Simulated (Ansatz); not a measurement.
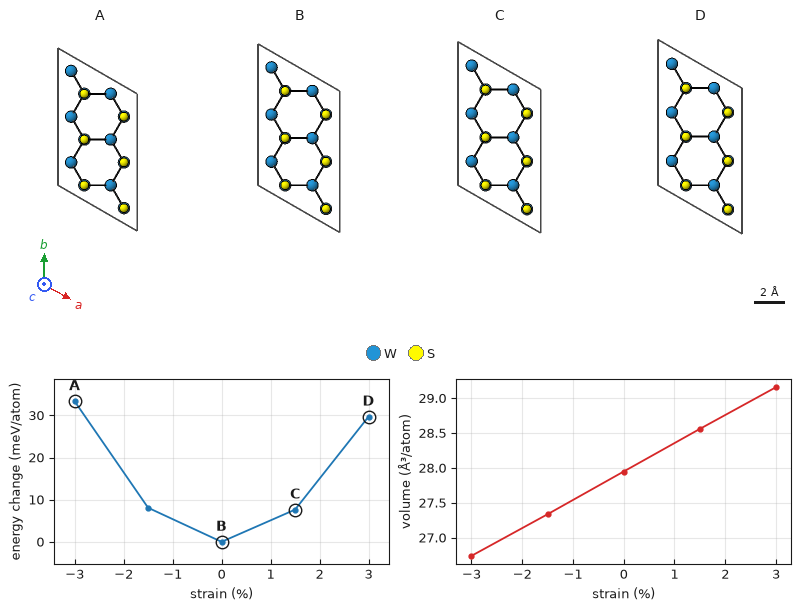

Members of a series of calculations on solid WS2 (set up in P-6m2), marked on the first curve. The picture is a ball-and-stick view of the 2 × 3 repeat of the cell, outlined in the plane, without the vacuum, seen along the c axis.

Computed with DFT r2SCAN, scalar-relativistic, plane waves, PAW (Ansatz 0.2.0). Set-up: plane-wave cutoff 500 eV; k-point mesh 12 × 12 × 1; occupations gaussian; smearing width 0.02 eV; no spin polarisation.

### Which kind of strain is it, and how does the structure respond?

Biaxial strain in the a–b plane, c and atoms relaxed. A (strain −3.0 %): energy change 33.3 meV/atom, volume 26.74 Å³ per atom. B (strain 0.0 %): energy change 0.0 meV/atom, volume 27.95 Å³ per atom. C (strain 1.5 %): energy change 7.6 meV/atom, volume 28.56 Å³ per atom. D (strain 3.0 %): energy change 29.7 meV/atom, volume 29.16 Å³ per atom. The rest compares A with D. In the plane the drawn cell goes a 6.172 → 6.554 Å (+6.2 %), b 9.258 → 9.831 Å (+6.2 %). Among the bonded contacts that change: S–W 2.390 → 2.432 Å.

Limits of the set-up: layers or molecules are held without a dispersion correction, so their spacing is unreliable.
